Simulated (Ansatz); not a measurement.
## Energy of LiCl along an even scaling of the cell

System: LiCl (2 atoms in the cell).
Method: DFT PBE, scalar-relativistic, plane waves, PAW, no spin polarisation (Ansatz 0.2.0).

The 5 runs differ only in the geometry, by an even scaling of the cell at fixed fractional positions. The structure derives from an entry of the Crystallography Open Database.

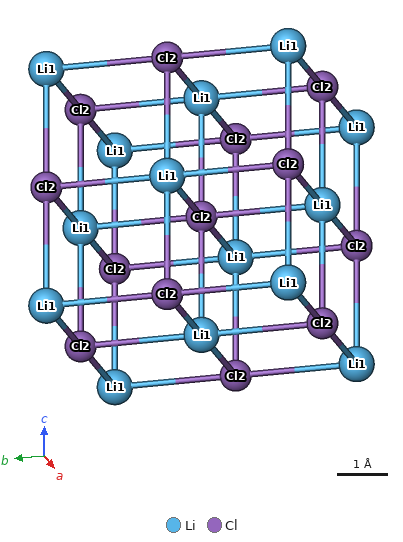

Figure 1. The structure of run 3 (ball-and-stick view of the cell 4 times as large as that of the calculation, set on its symmetry axes, seen at an oblique angle; atoms are numbered from 1 in the order of the input).

## Input of run 3
```yaml
crystal:
  lattice:
    - [0.0, 2.5225673401, 2.5225673401]
    - [2.5225673401, 0.0, 2.5225673401]
    - [2.5225673401, 2.5225673401, 0.0]
  atoms:
    - { symbol: Li, position: [0.0, 0.0, 0.0] }
    - { symbol: Cl, position: [0.5, 0.5, 0.5] }
basis:
  ecutwfc: 420
kpoints:
  mp_grid: { grid: [8, 8, 8] }
hamiltonian:
  xc: pbe
scf:
  occupations: { method: gaussian, width: 0.02 }
output:
  forces: true
  stress: true
  eigenvalues: true
```

Command:
```bash
ansatz run input.yaml --threads 1 --pin off --max-ram 2560MiB --backend cpu --events-out ev --progress --plain --runs-dir out
```

Lattice vectors (Å) and fractional positions of run 3:
```
   0.000000    2.522567    2.522567
   2.522567    0.000000    2.522567
   2.522567    2.522567    0.000000
Li  0.000000  0.000000  0.000000
Cl  0.500000  0.500000  0.500000
```

Run 4 differs from it as follows:
```diff
-    - [0.0, 2.5225673401, 2.5225673401]
-    - [2.5225673401, 0.0, 2.5225673401]
-    - [2.5225673401, 2.5225673401, 0.0]
+    - [0.0, 2.549122632, 2.549122632]
+    - [2.549122632, 0.0, 2.549122632]
+    - [2.549122632, 2.549122632, 0.0]
```

## Results, with one run withheld

```tsv
run	volume per atom (Å³)	free energy per atom, from the lowest run given (meV)	pressure (GPa)	gap on the mesh (eV)
1	15.027	25.14	5.36	6.85
2	15.540	10.76	3.68	6.82
3	16.052	1.34	2.25	6.62
4	16.564	?	?	?
5	18.101	0.00	−1.63	5.95
```

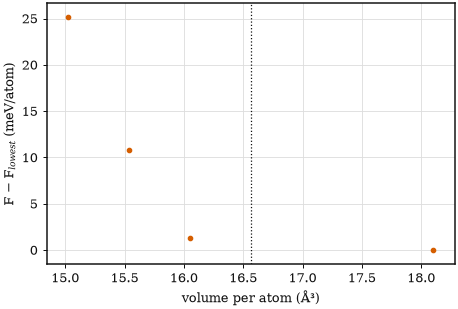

Figure 2. Free energy per atom of the runs given; the dotted line marks run 4.

Estimate the energy of run 4 from the others.

A quadratic polynomial in V^(−2/3) (the Birch–Murnaghan form), fitted to the 4 runs given, misses them by at most 0.01 meV per atom. With x = V^(−2/3) − 0.15675 Å⁻², it reads F = 0.49234 + 2030.5 x + 1.7002e+05 x² (meV per atom). At run 4 it gives −3.92 meV per atom, and the run itself gives −3.87. The slope of the fit gives a pressure −dF/dV of 1.05 GPa there, and the run prints 1.04 GPa. The fit has its minimum at 17.080 Å³ per atom, where V d²F/dV² gives 32.2 GPa: the bulk modulus at this level, since symmetry fixes the shape and the positions. The gap on the mesh goes, without turning, from 6.85 eV in run 1 to 5.95 eV in run 5; run 4 has 6.43 eV. These are gaps of this functional on this mesh, which can miss the band edges; they aren't the measured gap.

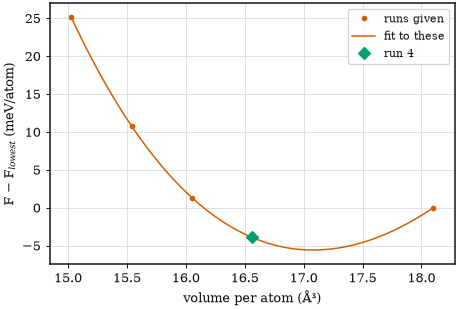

Figure 3. The fit and the withheld run.

## Output, shortened to warnings, some set-up lines, iterations and results (run 4)
```
Basis set: ecut = 420 eV, 645 PW (Γ), exchange–correlation on 50×50×50 points (8 copies of the dense FFT grid, shifted against one another)
Symmetry: 48 space group operations
k-points: 29 of 512
Initial density: superposition of atomic densities (neutral atoms: chi_scale 0, normalization atom), corrected by the library's trained network
[...]
SCF iter   1: F=—  HF=-1287.830779 eV  |F-HF|=—  |Δ(HF+E_count)|=         —  Δρ=2.13e-4  dr2=1.25e-5  ethr=1.77e-3  ⟨swp⟩=7.4  Hψ=1871  notcnv=0
SCF iter   2: F=—  HF=-1287.830675 eV  |F-HF|=—  |Δ(HF+E_count)|=   1.04e-4  Δρ=1.24e-4  dr2=5.49e-6  ethr=1.25e-7  ⟨swp⟩=2.6  Hψ=715  notcnv=0
SCF iter   3: F=—  HF=-1287.830662 eV  |F-HF|=—  |Δ(HF+E_count)|=   1.28e-5  Δρ=8.89e-5  dr2=3.04e-6  ethr=5.49e-8  ⟨swp⟩=2.0  Hψ=377  notcnv=0
SCF iter   4: F=—  HF=-1287.830661 eV  |F-HF|=—  |Δ(HF+E_count)|=   1.09e-6  Δρ=2.00e-5  dr2=1.40e-7  ethr=3.04e-8  ⟨swp⟩=2.4  Hψ=369  notcnv=0
SCF iter   5: F=-1287.830661 eV  HF=-1287.830661 eV  |F-HF|=4.01e-10  |Δ(HF+E_count)|=   4.44e-8  Δρ=1.70e-6  dr2=1.63e-9  ethr=1.40e-9  ⟨swp⟩=2.1  Hψ=365  notcnv=0
SCF iter   6: F=-1287.830661 eV  HF=-1287.830661 eV  |F-HF|=4.96e-11  |Δ(HF+E_count)|=  5.39e-10  Δρ=4.29e-7  dr2=8.91e-11  ethr=1.63e-11  ⟨swp⟩=1.9  Hψ=753  notcnv=0
SCF 1 converged in 6 iterations: F = -1287.830661 eV  dr2 = 8.91e-11
SCF converged after 6 iterations
Free energy (F): -1287.830661 eV
Harris-Foulkes:  -1287.830661 eV  (|F-HF|=4.96e-11)
Internal energy: -1287.830661 eV  (E = F + TS)
E sigma→0 (E₀):  -1287.830661 eV
Fermi energy:    5.082471 eV
--- Per-component energies (eV) ---
  E_band       = -101.879594
  E_kinetic    = 183.999295
  E_local      = -321.120085  (includes V_loc(G=0)·N_el)
  E_nonlocal   = -4.713326
  E_hartree    = 93.383641
  E_xc         = -118.767072
  E_vxc        = -137.060881  (∫ρ·V_xc dr)
  E_paw        = -680.438542  (= ΣΔE_a)
  E_vpaw       = -9.752092  (= ΣTr[D̂ρ^β])
  E_aug_tail   = 0.000089  (compensation charges beyond the density's cutoff)
  E_ewald      = -440.174660
  E_smearing   = -0.000000  (= −TS)
  E_closure    = 0.000000  (closes the sum)
  Σ components = -1287.830661   (vs F -1287.830661, Δ=0.00e0)
--- Forces (eV/Å), atoms counted from 1 ---
  atom   1  Li    -0.00000000     0.00000000     0.00000000
  atom   2  Cl     0.00000000    -0.00000000    -0.00000000
  max |Σ_I F_I| component: 6.25e-30 eV/Å
--- Stress (GPa, compression-positive) ---
        1.037280       0.000000       0.000000
        0.000000       1.037280       0.000000
        0.000000      -0.000000       1.037280
  P = ⅓ Tr σ = 1.0373 GPa (10.373 kbar)
```
